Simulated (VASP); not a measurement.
## HfN: a changed input and its effect

System: HfN (P1, 2 atoms in the cell).
Method of run 1: Kohn-Sham DFT of a periodic cell, PBEsol, VASP PAW PBE potentials, recommended, no spin polarisation (VASP 6.6.1).

The structure derives from a Materials Project entry. 

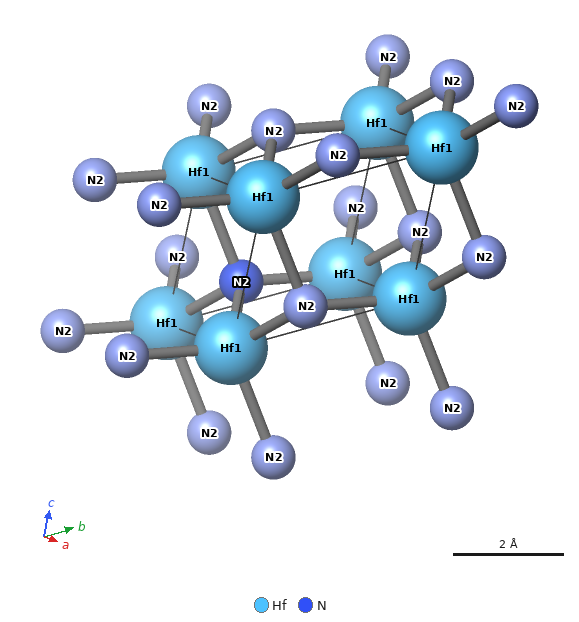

Fig. 1: The structure as given in the input (ball-and-stick view of the cell of the calculation, seen slightly off an axis; neighbours outside the cell are drawn fainter; atoms are numbered from 1 in the order of the input). Near neighbours in the crystal (not all of them lie inside the picture): Hf has 4 N at 2.02 to 2.20 Å; N has 4 Hf at 2.02 to 2.20 Å.

INCAR, run 1:
```
SYSTEM = HfN
PREC = Accurate ; ENCUT = 900
EDIFF = 1E-8 ; ISMEAR = 0
SIGMA = 0.05 ; LREAL = .False.
LASPH = .True. ; NELM = 100
ALGO = Normal ; ISIF = 2
LWAVE = .False. ; LCHARG = .False.
GGA = PS ; ADDGRID = .False.
```

KPOINTS, run 1:
```
Automatic mesh
0
Gamma
  12 12 12
  0 0 0
```

POSCAR, run 1:
```
HfN
1.0
    0.0000000000      2.4548220000      2.4548220000
    2.4548220000      0.0000000000      2.4548220000
    2.4548220000      2.4548220000      0.0000000000
Hf N
1 1
Direct
    0.0013890000     -0.0035870000      0.0084710000
    0.2560200000      0.2829830000      0.2320270000
```

Command:
```bash
cat potpaw_PBE.64/Hf_pv/POTCAR potpaw_PBE.64/N/POTCAR > POTCAR
mpirun -np 1 vasp_std > vasp.out
```

Hardware: 1 thread of Intel Xeon (Granite Rapids), 64 GiB of memory available, shared host.

OSZICAR and lines of OUTCAR (run 1):
```
N       E                     dE             d eps       ncg     rms          rms(c)
DAV:   1     0.616889791714E+02    0.61689E+02   -0.10915E+04 19096   0.192E+03
DAV:   2    -0.210476031674E+02   -0.82737E+02   -0.77789E+02 25067   0.350E+02
DAV:   3    -0.254609881190E+02   -0.44134E+01   -0.43363E+01 24199   0.681E+01
DAV:   4    -0.255335968484E+02   -0.72609E-01   -0.72190E-01 24401   0.983E+00
DAV:   5    -0.255354127403E+02   -0.18159E-02   -0.18141E-02 27015   0.125E+00    0.553E+01
DAV:   6    -0.223053584097E+02    0.32301E+01   -0.20255E+01 24071   0.344E+01    0.393E+01
DAV:   7    -0.221985008705E+02    0.10686E+00   -0.11684E+00 23070   0.959E+00    0.246E+01
DAV:   8    -0.221872043896E+02    0.11296E-01   -0.11060E-01 23533   0.415E+00    0.605E+00
DAV:   9    -0.221760487745E+02    0.11156E-01   -0.50913E-02 26238   0.193E+00    0.170E+00
DAV:  10    -0.221756280898E+02    0.42068E-03   -0.18854E-03 24257   0.425E-01    0.230E-01
DAV:  11    -0.221756280552E+02    0.34589E-07   -0.26378E-04 27226   0.156E-01    0.567E-02
DAV:  12    -0.221756243523E+02    0.37029E-05   -0.38710E-05 24133   0.539E-02    0.191E-02
DAV:  13    -0.221756234050E+02    0.94728E-06   -0.45501E-06 23796   0.202E-02    0.256E-03
DAV:  14    -0.221756234453E+02   -0.40293E-07   -0.24946E-07 24123   0.543E-03    0.336E-03
DAV:  15    -0.221756234368E+02    0.85611E-08   -0.50404E-09 17163   0.919E-04
   1 F= -.22175623E+02 E0= -.22175199E+02  d E =-.848006E-03
[... from OUTCAR:]
  free energy    TOTEN  =       -22.17562344 eV
  energy without entropy =      -22.17477543  energy(sigma->0) =      -22.17519943
 E-fermi :   5.6069     XC(G=0): -11.3936     alpha+bet :-11.9557
  free  energy   TOTEN  =       -22.1756234368 eV
  energy  without entropy=      -22.1747754306  energy(sigma->0) =      -22.17519943
```

The input of run 2 differs as follows (lines with − go, lines with + come):
```diff
-PREC = Accurate ; ENCUT = 900
-EDIFF = 1E-8 ; ISMEAR = 0
-SIGMA = 0.05 ; LREAL = .False.
+PREC = Accurate ; ENCUT = 520
+EDIFF = 1E-7 ; ISMEAR = 0
+SIGMA = 0.05 ; LREAL = Auto
-  12 12 12
+  10 10 10
```

How does run 2 compare with run 1?

The energy of run 2 (smearing taken to zero) is 3.2 meV per atom higher, the joint effect of these numerical settings, which can't be told apart here. The SCF takes 13 iterations against 15. The irreducible k-points go from 868 to 504. The plane waves at Γ go from 1837.0 to 821.0. On the same kind of shared host run 2 took about 0.53 times as long.

OSZICAR and lines of OUTCAR (run 2):
```
N       E                     dE             d eps       ncg     rms          rms(c)
DAV:   1     0.407327180839E+02    0.40733E+02   -0.81604E+03 11096   0.124E+03
DAV:   2    -0.228071988669E+02   -0.63540E+02   -0.60233E+02 15172   0.248E+02
DAV:   3    -0.254943832218E+02   -0.26872E+01   -0.26623E+01 13942   0.444E+01
DAV:   4    -0.255215409913E+02   -0.27158E-01   -0.27106E-01 13654   0.490E+00
DAV:   5    -0.255220085815E+02   -0.46759E-03   -0.46742E-03 14997   0.534E-01    0.553E+01
DAV:   6    -0.223134984596E+02    0.32085E+01   -0.20362E+01 12773   0.303E+01    0.400E+01
DAV:   7    -0.221946090934E+02    0.11889E+00   -0.11068E+00 13137   0.902E+00    0.244E+01
DAV:   8    -0.221769198979E+02    0.17689E-01   -0.92644E-02 13572   0.324E+00    0.528E+00
DAV:   9    -0.221696241908E+02    0.72957E-02   -0.36154E-02 13221   0.143E+00    0.169E+00
DAV:  10    -0.221692369495E+02    0.38724E-03   -0.25098E-03 14239   0.454E-01    0.773E-02
DAV:  11    -0.221692406710E+02   -0.37215E-05   -0.83367E-05 13554   0.104E-01    0.826E-02
DAV:  12    -0.221692373226E+02    0.33484E-05   -0.16031E-05 13915   0.346E-02    0.635E-03
DAV:  13    -0.221692372420E+02    0.80556E-07   -0.81486E-07 13492   0.942E-03
   1 F= -.22169237E+02 E0= -.22168772E+02  d E =-.929521E-03
[... from OUTCAR:]
  free energy    TOTEN  =       -22.16923724 eV
  energy without entropy =      -22.16830772  energy(sigma->0) =      -22.16877248
 E-fermi :   5.5323     XC(G=0): -11.3943     alpha+bet :-11.9557
  free  energy   TOTEN  =       -22.1692372420 eV
  energy  without entropy=      -22.1683077214  energy(sigma->0) =      -22.16877248
```

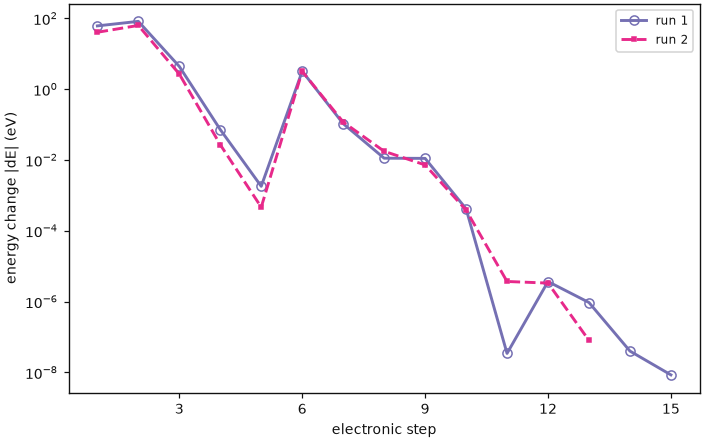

Fig. 2: Convergence of the two runs: energy change |dE| against the electronic step. Run 1 takes 15 steps in all, and run 2 takes 13.

The two runs side by side:

| quantity | run 1 | run 2 |
| --- | --- | --- |
| outcome | converged | converged |
| free energy per atom (eV) | −11.0878 | −11.0846 |
| energy per atom, smearing taken to zero (eV) | −11.0876 | −11.0844 |
| gap on the mesh (eV) | 0.00 | 0.00 |
| pressure (GPa) | −4.38 | −4.38 |
| largest force (eV/Å) | 1.475 | 1.482 |
| SCF iterations | 15 | 13 |
| irreducible k-points | 868 | 504 |
| plane waves at Γ | 1837 | 821 |

For both runs: Spin–orbit coupling is left out, which matters for Hf. The cell holds an odd number of electrons but the run has no spin polarisation, so it comes out as a metal. For run 2: The settings depart from the standard set-up of this series, which can bear on the numbers.
